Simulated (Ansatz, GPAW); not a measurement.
# Screening of a field by honeycomb AsSb bilayer, like faces together, part 3 of 3

Aim: the dipole that a field along the normal induces in honeycomb AsSb bilayer, like faces together.

GPAW 26.7.0 and Ansatz 0.2.0; Ansatz plane waves; layer without images along its normal, relaxation of atoms and in-plane cell, with D3(BJ) dispersion (the session's first sound run).

So far. Step 5 (In a field): The dipole is now -0.0681 e Å, against -0.0090 in the run without a field.

### 8. In a field (continued)

Level of this step: GPAW, PAW setups; slab in vacuum (GPAW).

The electrostatic potential energy of an electron (without an applied field's), less the Fermi level, planar mean oscillates, so the rows of the table below give means over windows of 1 Å about each position, cut where the curve ends. Its maxima inside the range that stand out by 2 % of the span (Å: eV): 8.8: -5.92, 10.7: 2.10, 12.7: -6.23. Its minima: 8.1: -16.2, 9.5: -12.2, 12.0: -12.4, 13.4: -16.6.

Electrostatic potential energy of an electron (without an applied field's), less the Fermi level, planar mean against z; means over each step:

| z (Å) | electrostatic potential energy of an electron (without an applied field's), less the Fermi level, planar mean (eV) |
| --- | --- |
| 0 | 4.32 |
| 1 | 4.45 |
| 2 | 4.45 |
| 3 | 4.45 |
| 4 | 4.45 |
| 5 | 4.42 |
| 6 | 4.07 |
| 7 | -0.117 |
| 8 | -13.0 |
| 9 | -8.33 |
| 10 | -4.91 |
| 11 | 0.492 |
| 12 | -9.59 |
| 13 | -10.5 |
| 14 | -7.93 |
| 15 | 2.51 |
| 16 | 3.65 |
| 17 | 3.74 |
| 18 | 3.74 |
| 19 | 3.74 |
| 20 | 3.74 |
| 21 | 3.78 |

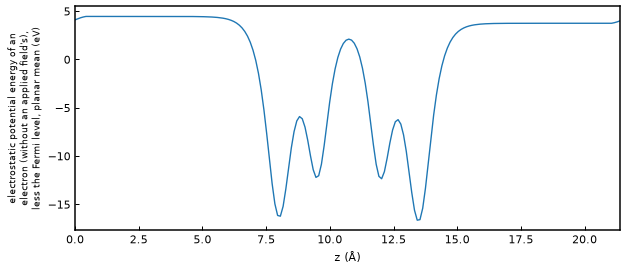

Electrostatic potential energy of an electron (without an applied field's), less the Fermi level, planar mean against z.

The dipole is now 0.0504 e Å, against -0.0090 in the run without a field.

### 9. Field on

File run.py:

```python
import json
import numpy as np
from ase import Atoms
from gpaw import GPAW, PW
from gpaw.external import ConstantElectricField

slab = Atoms(
    ['Sb', 'As', 'Sb', 'As'],
    positions=[
        [1.92858, 1.11347, 8.00000],
        [0.00000, 2.22693, 9.51411],
        [0.00000, -0.00000, 13.48862],
        [1.92858, 1.11347, 11.97918]],
    cell=[[3.85716, -0.0, 0.0], [-1.92858, 3.3404, 0.0], [0.0, 0.0, 21.4886]],
    pbc=[True, True, False])

slab.calc = GPAW(mode=PW(400), xc='PBE', kpts={'size': (9, 9, 1), 'gamma': True},
                 occupations={'name': 'fermi-dirac', 'width': 0.05}, nbands='160%',
                 convergence={'density': 1e-05}, maxiter=200,
                 poissonsolver={'dipolelayer': 'xy'},
                 external=ConstantElectricField(0.2, [0, 0, 1]),
                 symmetry={'tolerance': 1e-3}, txt='slab.txt')
result = {}
energy = slab.get_potential_energy()
fermi = slab.calc.get_fermi_level()
v = slab.calc.get_electrostatic_potential().mean((0, 1)) - fermi
n = slab.calc.get_pseudo_density().mean((0, 1))
L = slab.cell[2, 2]
z = np.arange(len(v)) * L / len(v)
low, high = slab.positions[:, 2].min(), slab.positions[:, 2].max()
below, above = np.interp([low - 5.8, high + 5.8], z, v)
slopes = [np.interp(x, z, np.gradient(v, z)) for x in (low - 5.8, high + 5.8)]
eps = np.array([[slab.calc.get_eigenvalues(k, s) for k in range(len(slab.calc.get_ibz_k_points()))]
                for s in range(slab.calc.get_number_of_spins())]) - fermi
top, bottom = eps[eps < 0].max(), eps[eps > 0].min()
dipole = slab.get_dipole_moment()[2]
print(f'energy {energy:.4f} eV, Fermi level {fermi:.4f} eV, dipole {dipole:.5f} e A')
print(f'potential 5.8 A off the faces, from the Fermi level: lower {below:.4f} eV, upper {above:.4f} eV')
print(f'slope of the potential there: lower {slopes[0]:.5f}, upper {slopes[1]:.5f} eV/A')
print(f'nearest levels on the mesh: {top:.4f} and {bottom:.4f} eV')
print('magnetic moment', round(slab.get_magnetic_moment(), 3))
result.update(energy=energy, fermi=fermi, dipole=dipole, below=below, above=above, slopes=slopes, edges=[top, bottom],
              z=z.tolist(), v=v.tolist(), n=n.tolist(), positions=slab.positions.tolist(),
              forces=slab.get_forces(apply_constraint=False).tolist(), moments=slab.get_magnetic_moments().tolist())
json.dump(result, open('result.json', 'w'))
```

On the command line:

```console
OMP_NUM_THREADS=1 OPENBLAS_NUM_THREADS=1 python run.py
```

What it wrote:

```text
energy -17.7112 eV, Fermi level 0.0239 eV, dipole 0.10969 e A
potential 5.8 A off the faces, from the Fermi level: lower 4.8728 eV, upper 3.3323 eV
slope of the potential there: lower -0.00019, upper 0.00008 eV/A
nearest levels on the mesh: -0.1580 and 0.1580 eV
magnetic moment 0.0
```

The job ended after 2.4 min (1 thread of Arm Neoverse V1, shared host; peak memory 0.34 GiB).

The dipole is now 0.110 e Å, against -0.0090 in the run without a field.

### 10. Field on

run.py: that of step 9 with these lines changed.

```diff
@@ -20,3 +20,3 @@
                  poissonsolver={'dipolelayer': 'xy'},
-                 external=ConstantElectricField(0.2, [0, 0, 1]),
+                 external=ConstantElectricField(0.3, [0, 0, 1]),
                  symmetry={'tolerance': 1e-3}, txt='slab.txt')
```

What it wrote:

```text
energy -17.7251 eV, Fermi level 0.0187 eV, dipole 0.16907 e A
potential 5.8 A off the faces, from the Fermi level: lower 5.2980 eV, upper 2.9237 eV
slope of the potential there: lower -0.00025, upper 0.00008 eV/A
nearest levels on the mesh: -0.1565 and 0.1565 eV
magnetic moment 0.0
```

Elapsed: 2.1 min, on 1 thread; peak memory 0.34 GiB.

The dipole is now 0.169 e Å, against -0.0090 in the run without a field.

### 11. The series

The members are put on one axis.

This step: induced dipole against applied field (GPAW 26.7.0).

The dipole along the normal by field:

| field (V/Å) | dipole along the normal (e·Å) |
| --- | --- |
| -0.200 | -0.127 |
| -0.100 | -0.0681 |
| -0.050 | -0.0385 |
| 0.000 | -0.00896 |
| 0.050 | 0.0208 |
| 0.100 | 0.0504 |
| 0.200 | 0.110 |
| 0.300 | 0.169 |

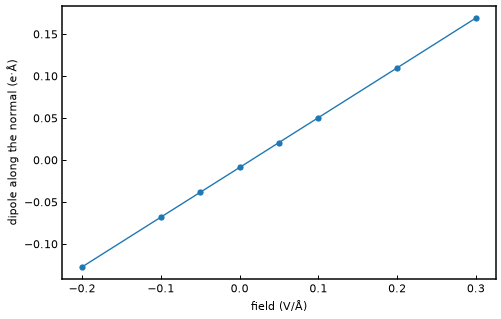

Dipole along the normal, plotted against field.

### 12. What came out

| Item | Value |
| --- | --- |
| work function, upper and lower face | 4.157 and 4.033 eV |
| dipole along the normal | -0.00896 e Å |
| induced dipole per field | 0.593 e Å per V/Å |
| out-of-plane polarisability per area, α/(ε0 A) | 8.33 Å |

In words: The field induces 0.593 e Å per V/Å, a polarisable thickness α/(ε0 A) of 8.33 Å beside 5.49 Å between the outermost nuclei. A perfect conductor would give the distance between its two image planes; a dielectric of thickness t gives t(1 - 1/ε). The two faces differ by 0.12 eV, the step that the slab's dipole makes (e p/(ε0 A) gives 0.13 eV), so the dipole layer is needed. The induced dipole is linear in the field over this range. The layers' spacing was relaxed with a D3(BJ) dispersion term, which the later single points do not need. The layer's cell and atoms come from the relaxation; spin-orbit coupling and temperature are left out.

[Logs are printed without paths, hosts, clocks, repeated set-up lines and the standing remarks that a program may print on its own settings, such as how far it seeks lower states.]

[Hosts, paths, dates, database ids (printed as entryN), source tags and the programs' standing remarks are cut or masked in the printed files.]
